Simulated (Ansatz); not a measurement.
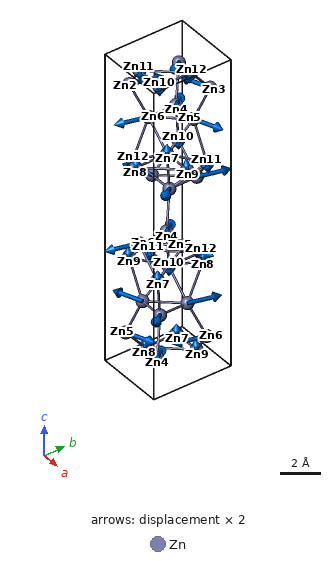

A relaxation of a crystal of Zn (built on the alpha-boron_166 type) (coarse preliminary run). The starting structure is drawn; blue arrows show the displacements (the part carried along by the change of the cell is left out), 2 times their true length.

Style: ball-and-stick. Shown: the conventional cell (3 times the calculation's cell), from a free direction. Lengths and directions refer to the drawn axes.

Case: alpha-boron type (R-3m, No. 166).

Theory: DFT PBE, scalar-relativistic, plane waves, PAW in Ansatz 0.2.0. (plane-wave cutoff 420 eV; k-point mesh 3 × 3 × 3; occupations gaussian; smearing width 0.1 eV; no spin polarisation; cell and atoms relaxed; force threshold 0.04 eV/Å; at most 70 steps)

What did the optimiser do to the structure, and how much energy did it gain?

Answer. The energy falls by 568 meV per atom in 16 accepted moves (20 points after the start). Largest force component: 3.5 eV/Å at the start, 0.0078 eV/Å at the end. Pressure: 28.51 GPa at the start and 0.03 GPa at the end. The line search rejected the trial steps at points 12, 15 of the run. At 2 points the geometry stayed and the basis and grid were re-selected for the new cell (energy shift of 12.0 meV per atom at most each time). The largest moves relative to the cell, 0.96 Å, are those of Zn atoms. The drawn cell changes as follows: a = b 6.402 → 6.596 Å (+3.0 %), c 16.376 → 18.842 Å (+15.1 %); the volume changes by +22.1 %. Some distances before and after: Zn–Zn 2.283 → 4.011 Å, Zn–Zn 4.119 → 2.585 Å, Zn–Zn 2.324 → 2.736 Å, Zn–Zn 2.343 → 2.700 Å. Bonds break: Zn–Zn (2.28 → 4.01 Å). Among the angles between lasting bonds that change: Zn–Zn–Zn 129.2° → 160.4°, Zn–Zn–Zn 124.0° → 107.0°, Zn–Zn–Zn 107.0° → 99.5°. The space group stays R-3m (No. 166).
